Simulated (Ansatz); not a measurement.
## Geometry relaxation of Ru (part 1 of 2)

The run: geometry relaxation of Ru (slab, 3 atoms in the cell). Method and program: DFT PBE, scalar-relativistic, plane waves, PAW, no spin polarisation (Ansatz 0.2.0).

The structure derives from an entry of the Crystallography Open Database. The input holds or restrains some coordinates. Forces given for the steps count only the free coordinates. Figures and captions count atoms from 1; the log counts them from 0 in places.

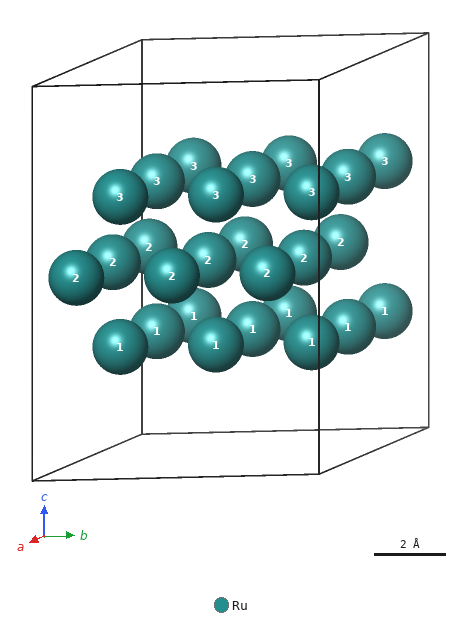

**Figure 1.** The structure as given in the input (spheres-only view of the 3 × 3 repeat of the cell, with the vacuum cut short, seen slightly off an axis; atoms are numbered from 1 in the order of the input). An atom can appear more than once, as a periodic image.

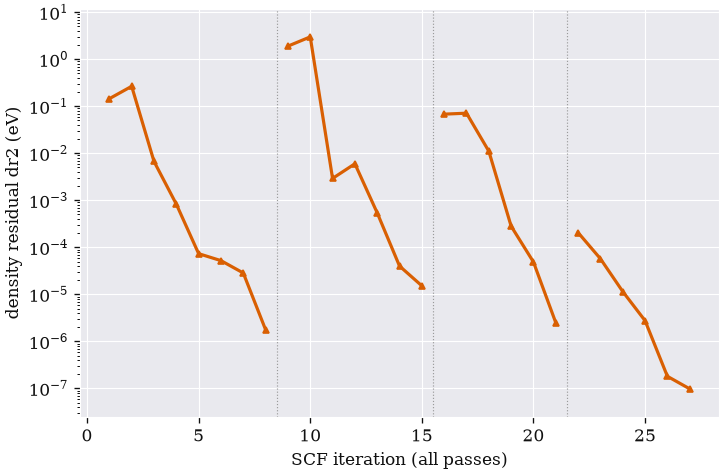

**Figure 2.** Convergence of the self-consistent field: density residual dr2 against the SCF iteration. The dotted lines part the SCF passes of the relaxation: geometry steps, rejected trials and re-solves on a re-selected basis. The passes take 8, 7, 6 and 6 iterations.

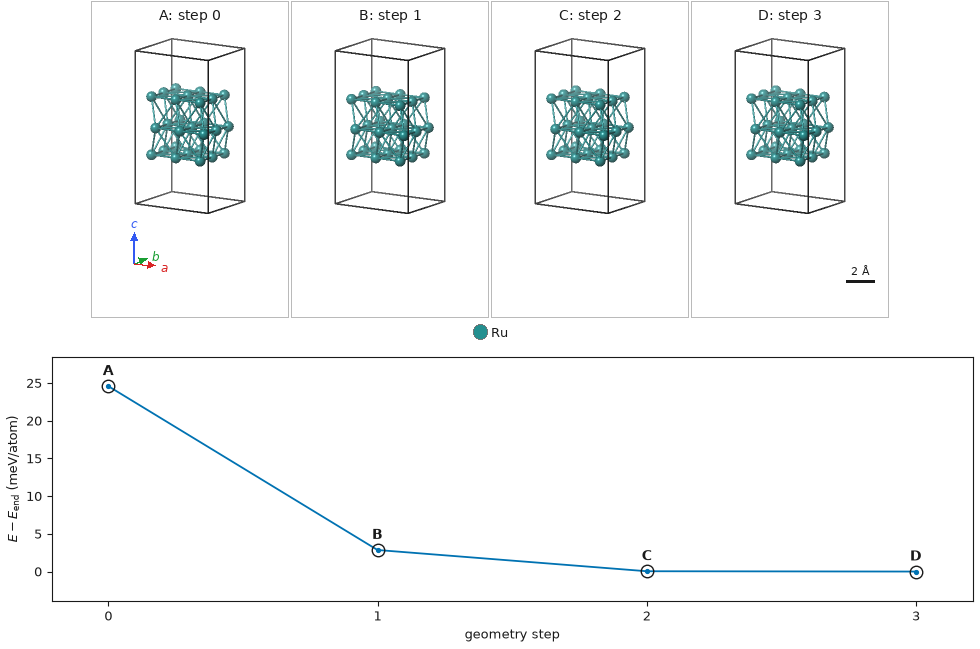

**Figure 3.** Frames of the restrained relaxation (ball-and-stick view of the 3 × 3 repeat of the cell, with the vacuum cut short, seen slightly off an axis) above the curves, on which the letters mark them (the first geometry is step 0 here and step 1 in the log).

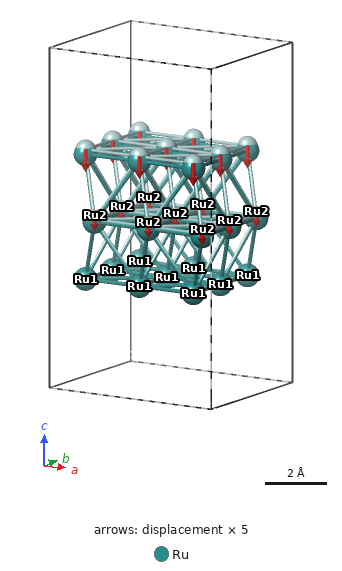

**Figure 4.** Start (faint) and end (solid) with the displacements as red arrows, magnified 5 times (ball-and-stick view of the 3 × 3 repeat of the cell, with the vacuum cut short, seen slightly off an axis). Ru3 moves most: 0.15 Å. The lattice vectors keep their values. Among the contacts that change: Ru1–Ru2 2.661 → 2.600 Å. Over 3 geometry steps the energy falls by 24.6 meV per atom. The largest force component goes from 0.93 to 0.00064 eV/Å. (Atoms are counted from 1 in the order of the input.)

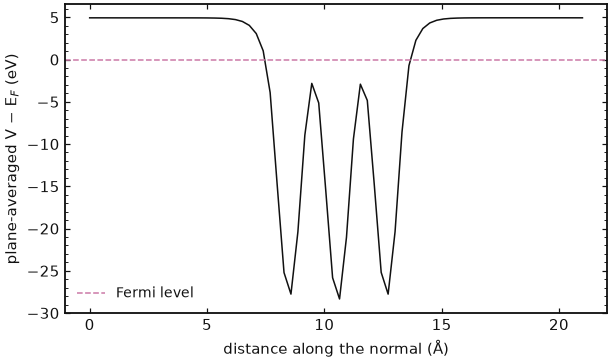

**Figure 5.** Plane average of the electrostatic potential energy of an electron across the cell, from the Fermi level. The vacuum level lies 4.94 eV above the Fermi level.

The input and output of the run follow.

### The input
```yaml
crystal:
  lattice:
    - [2.7200250913, 0.0, 0.0]
    - [-1.3600125457, 2.355610828, 0.0]
    - [0.0, 0.0, 21.2967694969]
  atoms:
    - { symbol: Ru, position: [0.3333333333, 0.6666666667, 0.3991215664] }
    - { symbol: Ru, position: [0.6666666667, 0.3333333333, 0.5] }
    - { symbol: Ru, position: [0.3333333333, 0.6666666667, 0.6008784336] }
basis:
  ecutwfc: 420
kpoints:
  mp_grid: { grid: [12, 12, 1] }
hamiltonian:
  xc: pbe
scf:
  occupations: { method: gaussian, width: 0.1 }
output:
  forces: true
  eigenvalues: true
relax:
  adjacent_minimum: "off"
  f_tol: 0.03
  max_steps: 70
  constraints: [{ sites: [0] }]
efield:
  axis: 3
  dipole_correction: true
```

Command:
```bash
ansatz run input.yaml --threads 1 --pin off --max-ram 2560MiB --backend cpu --events-out ev --progress --plain --runs-dir out
```

### Output
```
Engine: ansatz 0.2.0, aarch64-unknown-linux-gnu
Pseudopotentials: kind: paw
Pseudopotential: Ru, paw, valence charge 16, recommended cutoff 420 eV (normal), Ru.paw.azcp
Functional definition: PBE
  parameter kappa = 0.804
  parameter beta = 0.06672455060314922
  exchange = pbe_x(kappa = kappa, mu = beta*pi^2/3)
  correlation = pbe_c(beta = beta)
Crystal: 3 atoms, lattice volume = 136.455 Å³
Basis set: ecut = 420 eV, 2693 PW (Γ), exchange–correlation on 40×40×288 points (8 copies of the dense FFT grid, shifted against one another)
Bands: 29, of which v1, the nominal top of the filled ones, is band 24 counted from 1 (23 counted from 0)
Symmetry: 6 space group operations
k-points: 19 of 144 (time reversal used)
Non-local potential: Ru, projectors of the file, l = 0: 3, l = 1: 2, l = 2: 2, l = 3: 1
PAW form: soft (Blöchl's): semilocal exchange-correlation on the pseudo side does not see the compensation charge
PAW one-centre angular grid: Ru, 590 points (default); XC on 64 Gauss nodes
Initial density: superposition of atomic densities (neutral atoms: chi_scale 0, normalization atom), corrected by the library's trained network
Initial wavefunctions: pseudopotential atomic-orbital guess
Functional: x = pbe(κ = 0.804, μ = 0.2195149727645171), c = pbe(β = 0.06672455060314922)
SCF iter   1: F=—  HF=-17633.995392 eV  |F-HF|=—  |Δ(HF+E_count)|=         —  Δρ=7.93e-3  dr2=1.45e-1  ethr=1.77e-3  p=0.000 e·Å  D=4.10e-14 V/Å  ΔV_dip=-0.00 eV  dr2_dipole=2.27e-6  V_vac-E_F(+/−)=4.67/4.67 eV  ⟨swp⟩=7.3  Hψ=2599  notcnv=0
efield: sawtooth ramp at fractional position 0.9500 (placed from the atoms, in the widest stretch of the axis that holds none; the zero of the levels goes with the place), width 0.1000; the density the first Hamiltonian is built on has a dipole p = 0.000 e·Å; the dipole correction subtracts the counter field D = 4.10e-14 V/Å, which shifts the + side's vacuum level by -0.00 eV against the − side's; the planar-averaged density in the ramp window peaks in size at 9.4e-6 e/Å³
preconditioner: auto → LDOS  [insulator: Δε(μ)=0.106 eV  Ē_g=4.350 eV  σ=0.100 eV  W_gap=0.53  n_scr=14 (ndim 8)  ℏωp=15.6 eV  f_vac=0.618  D(μ)=1.84/eV (n_scr^D=10)  ε∞_Penn≈13.8  β→1.0]
SCF iter   2: F=—  HF=-17634.005921 eV  |F-HF|=—  |Δ(HF+E_count)|=   1.05e-2  Δρ=8.86e-3  dr2=2.66e-1  ethr=3.01e-4  p=0.000 e·Å  D=2.91e-5 V/Å  ΔV_dip=-0.00 eV  dr2_dipole=1.24e-5  V_vac-E_F(+/−)=4.84/4.84 eV  ⟨swp⟩=2.3  Hψ=1048  notcnv=0  defer=8
SCF iter   3: F=—  HF=-17633.989177 eV  |F-HF|=—  |Δ(HF+E_count)|=   1.67e-2  Δρ=1.59e-3  dr2=6.72e-3  ethr=3.01e-4  p=0.000 e·Å  D=1.59e-5 V/Å  ΔV_dip=-0.00 eV  dr2_dipole=9.18e-8  V_vac-E_F(+/−)=4.87/4.87 eV  ⟨swp⟩=2.3  Hψ=740  notcnv=0  defer=8
SCF iter   4: F=—  HF=-17633.989036 eV  |F-HF|=—  |Δ(HF+E_count)|=   1.41e-4  Δρ=3.73e-4  dr2=8.29e-4  ethr=1.40e-5  p=0.000 e·Å  D=2.04e-6 V/Å  ΔV_dip=-0.00 eV  dr2_dipole=3.96e-7  V_vac-E_F(+/−)=4.91/4.91 eV  ⟨swp⟩=2.0  Hψ=777  notcnv=0  defer=6
SCF iter   5: F=—  HF=-17633.988989 eV  |F-HF|=—  |Δ(HF+E_count)|=   4.74e-5  Δρ=1.55e-4  dr2=7.34e-5  ethr=1.73e-6  p=0.000 e·Å  D=6.58e-6 V/Å  ΔV_dip=-0.00 eV  dr2_dipole=1.73e-6  V_vac-E_F(+/−)=4.95/4.95 eV  ⟨swp⟩=2.0  Hψ=712  notcnv=0  defer=5
SCF iter   6: F=—  HF=-17633.988993 eV  |F-HF|=—  |Δ(HF+E_count)|=   4.54e-6  Δρ=8.74e-5  dr2=5.22e-5  ethr=4.69e-8  p=-0.000 e·Å  D=-6.50e-6 V/Å  ΔV_dip=0.00 eV  dr2_dipole=9.67e-6  V_vac-E_F(+/−)=4.97/4.97 eV  ⟨swp⟩=10.1  Hψ=2893  notcnv=0
SCF iter   7: F=—  HF=-17633.988991 eV  |F-HF|=—  |Δ(HF+E_count)|=   1.82e-6  Δρ=5.84e-5  dr2=2.85e-5  ethr=1.09e-7  p=0.000 e·Å  D=6.86e-6 V/Å  ΔV_dip=-0.00 eV  dr2_dipole=6.86e-6  V_vac-E_F(+/−)=4.97/4.97 eV  ⟨swp⟩=1.5  Hψ=569  notcnv=0
SCF iter   8: F=-17633.988990 eV  HF=-17633.988991 eV  |F-HF|=1.37e-6  |Δ(HF+E_count)|=   1.04e-7  Δρ=1.85e-5  dr2=1.77e-6  ethr=4.69e-8  p=0.000 e·Å  D=3.42e-6 V/Å  ΔV_dip=-0.00 eV  dr2_dipole=2.45e-7  V_vac-E_F(+/−)=4.98/4.98 eV  ⟨swp⟩=5.3  Hψ=2006  notcnv=0
SCF 1 converged in 8 iterations: F = -17633.988990 eV  dr2 = 1.77e-6
  greatest PAW one-centre occupation: 0.998 electrons in one spin orbital (limit 2), on the Ru atom at site 0 (counted from 0), in its partial waves of l = 0
relax step   1: F+E_penalty+E_count = -17633.98898984 eV  Δ(F+E_penalty+E_count) = +0.000e0 eV  max|allowed force component| = 9.302e-1 eV/Å  Δτ_max = 0.0000 Å  (8 SCF iters, dr2 threshold 2.25e-5 eV, accepted)
Initial density: handed on by an earlier stage of this run
Initial wavefunctions: those handed on with the density
SCF iter   1: F=—  HF=-17634.122558 eV  |F-HF|=—  |Δ(HF+E_count)|=         —  Δρ=1.68e-2  dr2=1.90e0  ethr=3.10e-3  p=0.000 e·Å  D=2.97e-6 V/Å  ΔV_dip=-0.00 eV  dr2_dipole=4.57e-1  V_vac-E_F(+/−)=4.90/4.90 eV  ⟨swp⟩=5.2  Hψ=1616  notcnv=0  defer=2
efield: sawtooth ramp at fractional position 0.9500 (handed on by an earlier solve), width 0.1000; the density the first Hamiltonian is built on has a dipole p = 0.000 e·Å; the dipole correction subtracts the counter field D = 2.97e-6 V/Å, which shifts the + side's vacuum level by -0.00 eV against the − side's; the planar-averaged density in the ramp window peaks in size at 2.3e-6 e/Å³
preconditioner: auto → LDOS  [metal: Δε(μ)=0.080 eV  Ē_g=4.581 eV  σ=0.100 eV  W_gap=0.39  n_scr=14 (ndim 8)  ℏωp=15.6 eV  f_vac=0.627  D(μ)=2.18/eV (n_scr^D=10)  β→1.0]
SCF iter   2: F=—  HF=-17634.151387 eV  |F-HF|=—  |Δ(HF+E_count)|=   2.88e-2  Δρ=2.19e-2  dr2=2.99e0  ethr=3.10e-3  p=-0.002 e·Å  D=-2.75e-3 V/Å  ΔV_dip=0.06 eV  dr2_dipole=6.31e-1  V_vac-E_F(+/−)=5.05/4.99 eV  ⟨swp⟩=2.4  Hψ=933  notcnv=0  defer=8
SCF iter   3: F=—  HF=-17634.056154 eV  |F-HF|=—  |Δ(HF+E_count)|=   9.52e-2  Δρ=1.88e-3  dr2=2.92e-3  ethr=3.10e-3  p=0.001 e·Å  D=1.28e-3 V/Å  ΔV_dip=-0.03 eV  dr2_dipole=4.93e-5  V_vac-E_F(+/−)=4.92/4.95 eV  ⟨swp⟩=2.1  Hψ=691  notcnv=0  defer=8
SCF iter   4: F=—  HF=-17634.054361 eV  |F-HF|=—  |Δ(HF+E_count)|=   1.79e-3  Δρ=1.01e-3  dr2=5.99e-3  ethr=6.09e-6  p=0.000 e·Å  D=4.61e-4 V/Å  ΔV_dip=-0.01 eV  dr2_dipole=6.95e-4  V_vac-E_F(+/−)=4.94/4.95 eV  ⟨swp⟩=3.1  Hψ=1296  notcnv=0  defer=8
SCF iter   5: F=—  HF=-17634.054262 eV  |F-HF|=—  |Δ(HF+E_count)|=   9.84e-5  Δρ=4.49e-4  dr2=5.41e-4  ethr=6.09e-6  p=0.001 e·Å  D=8.76e-4 V/Å  ΔV_dip=-0.02 eV  dr2_dipole=8.69e-6  V_vac-E_F(+/−)=4.93/4.95 eV  ⟨swp⟩=2.0  Hψ=774  notcnv=0  defer=8
SCF iter   6: F=—  HF=-17634.054182 eV  |F-HF|=—  |Δ(HF+E_count)|=   8.03e-5  Δρ=1.43e-4  dr2=4.00e-5  ethr=1.13e-7  p=0.001 e·Å  D=8.22e-4 V/Å  ΔV_dip=-0.02 eV  dr2_dipole=7.64e-7  V_vac-E_F(+/−)=4.93/4.94 eV  ⟨swp⟩=8.6  Hψ=3272  notcnv=0
SCF iter   7: F=-17634.054181 eV  HF=-17634.054194 eV  |F-HF|=1.33e-5  |Δ(HF+E_count)|=   1.25e-5  Δρ=6.01e-5  dr2=1.52e-5  ethr=8.32e-8  p=0.001 e·Å  D=9.44e-4 V/Å  ΔV_dip=-0.02 eV  dr2_dipole=2.13e-6  V_vac-E_F(+/−)=4.92/4.94 eV  ⟨swp⟩=7.7  Hψ=2456  notcnv=0
SCF 2 converged in 7 iterations: F = -17634.054181 eV  dr2 = 1.52e-5
  greatest PAW one-centre occupation: 0.998 electrons in one spin orbital (limit 2), on the Ru atom at site 2 (counted from 0), in its partial waves of l = 0
relax step   2: F+E_penalty+E_count = -17634.05418094 eV  Δ(F+E_penalty+E_count) = -6.519e-2 eV  max|allowed force component| = 4.521e-1 eV/Å  Δτ_max = 0.1962 Å  (7 SCF iters, dr2 threshold 5.41e-5 eV, accepted)
```
